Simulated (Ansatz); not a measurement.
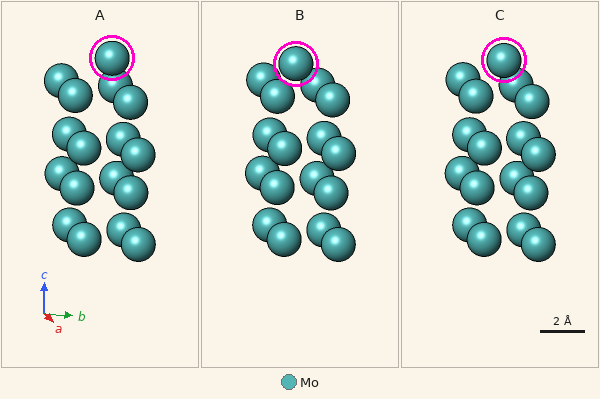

3 geometries from a converged minimum-energy path of Mo on Mo(110) (17 atoms in the cell), shuffled. The picture is a spheres-only view of the simulation cell, with the vacuum cut short (origin moved), seen slightly off an axis. The moving atom is ringed, with any periodic copies.

These are results of DFT PBEsol, scalar-relativistic, plane waves, PAW in Ansatz 0.2.0, not measurements. Run with plane-wave cutoff 420 eV; k-point mesh 3 × 4 × 1; Gaussian smearing 0.1 eV; 4 atoms held fixed; 3 movable images; climbing image; force threshold 0.05 eV/Å; iteration limit 80; starting path by straight interpolation.

Q: Which of them lies highest in energy?

A: C. In order along the path, whose images run from 0 to 4: A (image 1, +0.26 eV), C (image 2, +0.66 eV), B (image 3, +0.26 eV). The adsorbate starts on a bridge site and hops by a lattice vector of the surface; other mechanisms, such as exchange with a surface atom, weren't searched. A Mo atom travels furthest, 2.73 Å from end to end, on a path that bends up to 0.12 Å away from the straight line. At the highest image its nearest neighbour (Mo) is 2.31 Å away, against 2.39 Å at the start, and the surrounding atoms stand up to 0.09 Å off the mean of their end positions.

Limits of the set-up: the periodic images lie only 5.5 Å apart, so the values are limited by the cell's size.

PAW datasets: the set soft_1.
